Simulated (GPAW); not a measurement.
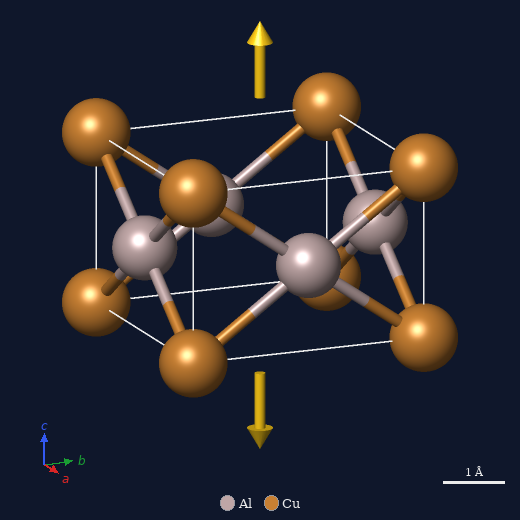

Al₂Cu, space group P4/mmm (No. 123). The run's cell of 3 atoms is drawn unstrained, with atoms on its boundary repeated; the arrows mark the Cartesian direction z (along c), along which it is stretched or compressed while the other dimensions are held. The atoms keep their fractional positions. The cell is a structure listed in the Materials Project. It needn't be the stable form of this composition.

Alike in all runs: GPAW 26.7.0; functional PBEsol; potentials PAW data sets generated in the run's folder for this functional; cutoff 600 eV; k mesh 7 × 7 × 9 on the run's cell of 3 atoms; occupations fermi-dirac, width 0.05 eV; no spin polarisation; no spin-orbit coupling. Stress is positive in compression, averaged over the directions named.

| strain (%) | ΔE (meV/atom) | stress along z (GPa) | stress across, x/y (GPa) |
| --- | --- | --- | --- |
| −4 | 3.5 | 4.40 | 1.36 |
| −2 | ? | ? | ? |
| −1 | -1.7 | -0.95 | -0.85 |
| 0 | 0.0 | -2.66 | -1.41 |
| +1 | 3.4 | -4.25 | -1.91 |
| +2 | 8.4 | -5.72 | -2.36 |
| +4 | 22.4 | -8.21 | -3.17 |

Q: Fit the stress along the strain with a parabola, read off its slope at zero strain, and fill in the missing row.

A: The slope at zero strain is -158 GPa per unit strain, so the clamped-ion stiffness of this cell along z (C33 in these Cartesian axes) is about 160 GPa. The fit puts the stress at −2 % at 0.69 GPa. The run gave 0.82 GPa along, -0.21 GPa across and ΔE = -1.6 meV/atom.

Q: At which strain does the stress along the strained direction vanish?

A: Near −1.6 %: the cell as given is stretched along it at this level of theory (-2.7 GPa), so the energy is least there and not at zero.

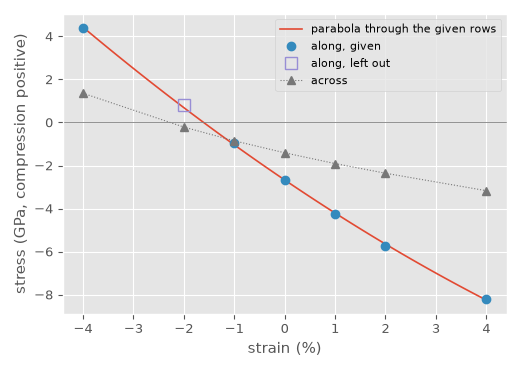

Stress against strain.

Caveat: the density grid can change from cell to cell, which puts small steps into energies and stress; the slope belongs to a cell under 3 GPa of tension, not to the crystal at rest.
